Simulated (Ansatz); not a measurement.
```cif
data_structure
_symmetry_space_group_name_H-M 'P 1'
_symmetry_Int_Tables_number 1
_cell_length_a 4.5877
_cell_length_b 4.5877
_cell_length_c 5.9515
_cell_angle_alpha 90.000
_cell_angle_beta 90.000
_cell_angle_gamma 120.000
_cell_volume 108.48
loop_
_atom_site_label
_atom_site_type_symbol
_atom_site_fract_x
_atom_site_fract_y
_atom_site_fract_z
_atom_site_occupancy
Te1 Te 0.26238 0.00000 0.33333 1
Te2 Te 0.00000 0.26238 0.66667 1
Te3 Te 0.73762 0.73762 0.00000 1
```

Space group P3₁21; changed on purpose from its base cell (volume × 1.03, shape and atoms relaxed).

Level of theory: Ansatz, DFT PBE, scalar-relativistic, plane waves, PAW.

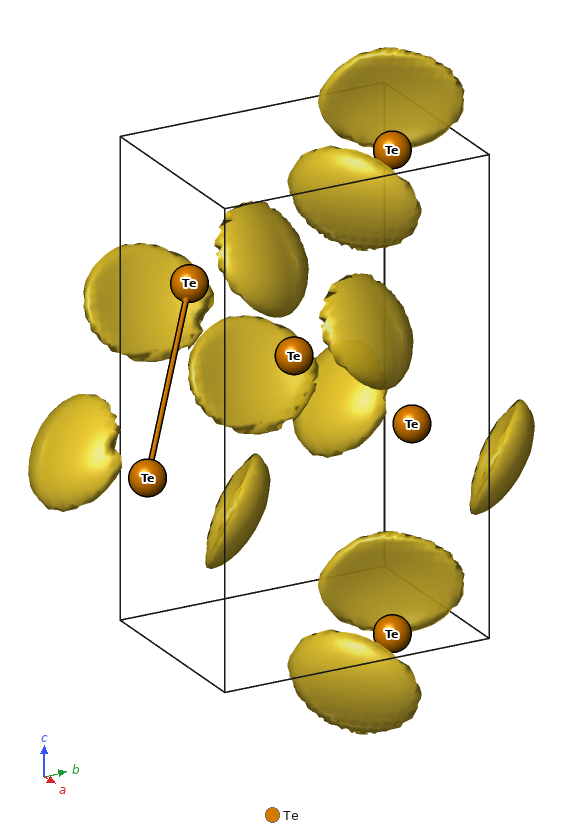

Te. Isosurface of the electron localisation function at 0.7 (yellow), seen slightly off an axis. Only the valence region is drawn (cores and ρ < 0.01 e/Å³ removed). Sticks mark near contacts.

Describe the localisation domains.

Answer. The ELF exceeds this value in six regions wrapped around Te (the valence shell of each), counted in one cell of 3 atoms. Any copies at cell faces, edges or corners count once. Profiles from the grid: Te–Te (2.88 Å): the ELF peaks at about 0.65 between the atoms.

Does the calculation give a band gap?

Answer. It is gapped, with a Kohn–Sham gap of 0.31 eV on the k-point mesh, an upper bound to the gap of this method.
